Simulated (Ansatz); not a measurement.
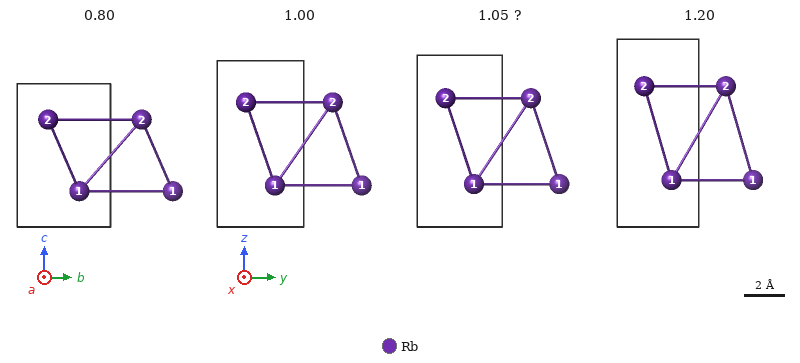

Crystalline Rb (P6_3/mmc): the ratio of the cell's length along z to its lengths across, counted as 1 for the reference, is changed at fixed volume (a c/a path), with the atoms kept at their fractional coordinates. x, y and z are the Cartesian axes of the input. Style: ball-and-stick. Shown: the cell of the calculation, repeated 2 × 2 × 1 with one cell outlined, along the a axis.

Computed with Ansatz, DFT LDA, scalar-relativistic, plane waves, PAW. Settings: plane-wave cutoff 420 eV; k-point mesh 12 × 12 × 6; occupations gaussian; smearing width 0.15 eV; no spin polarisation. Energies (free energies at the smearing named) are counted from the cell as listed in its source, which wasn't relaxed.

```csv
axial ratio over its reference value,E − E(ref) (meV/atom)
0.80,15.7
0.85,8.0
0.92,1.5
0.96,−0.1
1.00,0.0
1.05,?
1.10,7.0
1.20,21.8
```

**Estimate the missing energy from the other rows, and compare with the calculation.**

A straight line between the two neighbours gives 3.5 meV/atom. A cubic through the four nearest rows (0.96, 1.00, 1.10, 1.20) gives, with Lagrange weights, (−0.2790)(−0.1) + (0.8437)(0.0) + (0.4821)(7.0) + (−0.0469)(21.8) = 2.4 meV/atom. The calculation gives 2.4 meV/atom, so the cubic is right to the digits shown and the straight line 1.1 meV/atom too high, as the curve bends upwards here.

The whole profile:

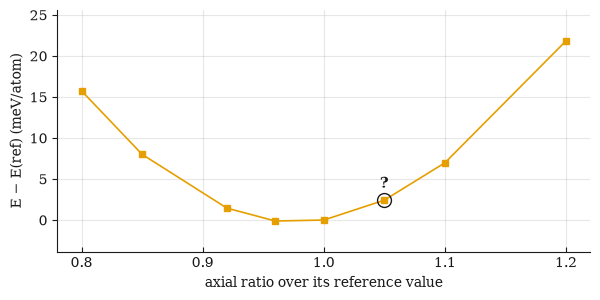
